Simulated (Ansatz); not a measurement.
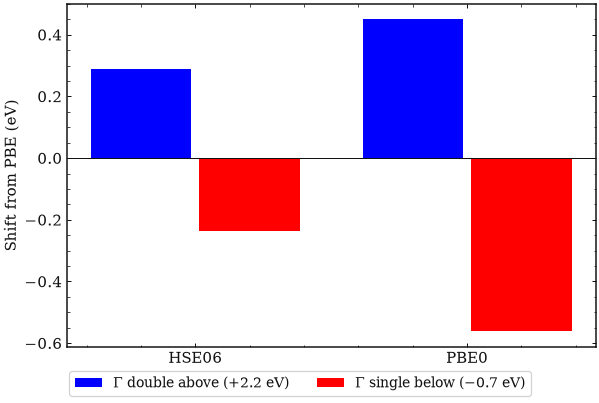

Levels near the Fermi level of zincblende HfN, space group F-43m (No. 216), 2 atoms in the primitive cell (cubic a = 4.910 Å), a metal, by three methods on one cell, as shifts from PBE. Each level is counted from the Fermi level of its run and named by k point, degeneracy (spin aside) and side; the legend gives its PBE energy.

Q: Which method departs most from PBE, and how?

A: PBE0: it moves Γ double above by +0.45 eV and Γ single below by −0.56 eV. Exact exchange pushes filled levels down from the Fermi level and so widens the occupied bands.

| method | Γ double above (eV) | Γ single below (eV) |
| --- | --- | --- |
| PBE | 2.24 | −0.68 |
| HSE06 | 2.53 | −0.92 |
| PBE0 | 2.69 | −1.24 |

Settings. PBE: Ansatz PAW, 9×9×9 k mesh, 420 eV cutoff, Fermi-Dirac smearing of 0.05 eV (Ansatz 0.2.0). HSE06: Ansatz PAW, 6×6×6 k mesh, 420 eV cutoff, Fermi-Dirac smearing of 0.05 eV (Ansatz 0.2.0). PBE0: Ansatz PAW, 6×6×6 k mesh, 420 eV cutoff, Fermi-Dirac smearing of 0.05 eV (Ansatz 0.2.0). No run carries moments or holds spin-orbit coupling.

Spin-orbit coupling is left out, which matters for Hf. The usual form of HfN is rocksalt. HSE06 and PBE0: the k mesh is coarse, so the values aren't converged, least of all with exact exchange. HSE06 and PBE0: the PAW data sets were made with another functional. PBE0: unscreened exact exchange wrongly thins out the states at the Fermi level of a metal. The meshes or smearings differ, which moves the Fermi levels by some hundredths of an eV or more.
